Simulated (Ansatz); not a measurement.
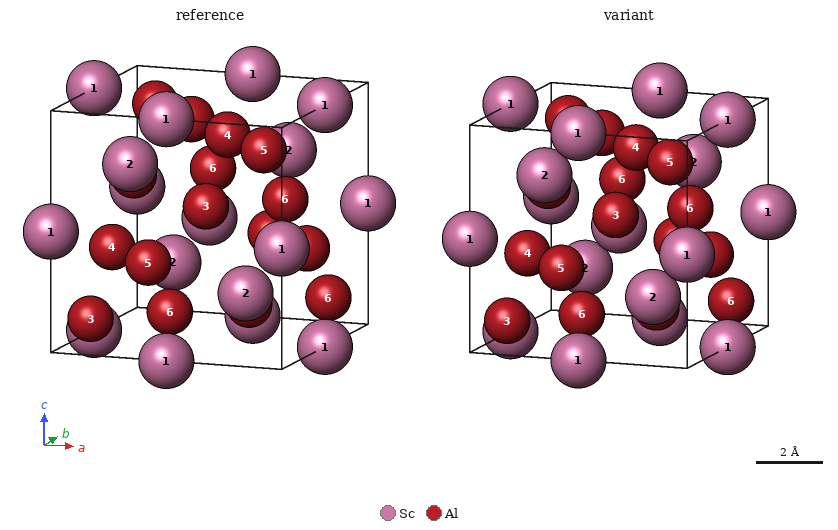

Left: crystalline ScAl$_{2}$ (set up in Fd-3m). Right: the same structure after one change, at the same scale. The picture is a spheres-only view of the conventional cell (4 times the calculation's cell), seen slightly off an axis. Lengths and directions refer to the drawn axes.

The calculation used DFT r2SCAN, scalar-relativistic, plane waves, PAW in Ansatz. Set-up: plane-wave cutoff 500 eV; occupations gaussian; smearing width 0.1 eV; no spin polarisation. The k-mesh is chosen for each cell (8×8×8, 10×10×10).

The crystal is put under a hydrostatic pressure of 25 GPa. Cell and atoms are relaxed at that pressure.

And its effect?

Answer. It costs 200 meV per atom. (The two runs use different k-meshes.) The pressure goes from 0.0 to 24.9 GPa. Both are metals. Cell: a = b = c 7.555 → 7.108 Å (−5.9 %). Volume −16.7 %. No atom moves by more than 0.005 Å relative to the cell. Some distances before and after: Sc–Sc 3.272 → 3.078 Å, Al–Sc 3.132 → 2.947 Å, Al–Al 2.671 → 2.513 Å. The space group stays Fd-3m (No. 227).
